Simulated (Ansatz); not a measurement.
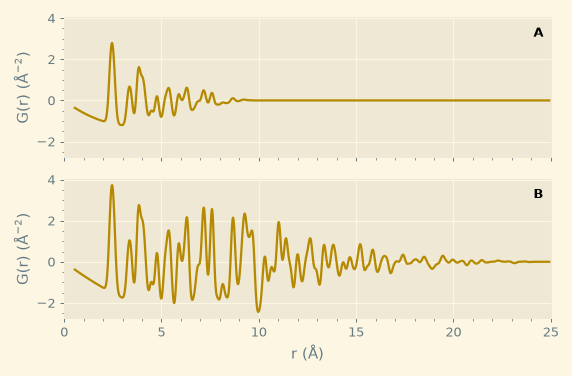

Computed X-ray G(r), with each pair weighted by the product of the atomic numbers (X-ray weights at Q = 0) and a uniform peak width σ = 0.10 Å, for spherical particles of Si with the bulk structure: the bulk G(r) is multiplied by the envelope of a sphere of diameter D, 1 − 3r/2D + r³/2D³, with no surface relaxation. The number density is 0.0568 atoms per Å³. Basis of the simulation: the geometry relaxed with DFT r2SCAN, scalar-relativistic, plane waves, PAW (Ansatz 0.2.0); the starting structure was generated, so it need not be a known form of this composition.

Question: The diameters are 10 and 25 Å. Which curve belongs to which?

Answer: curve A: 10 Å; curve B: 25 Å. The smaller the particle, the sooner the oscillations die out.
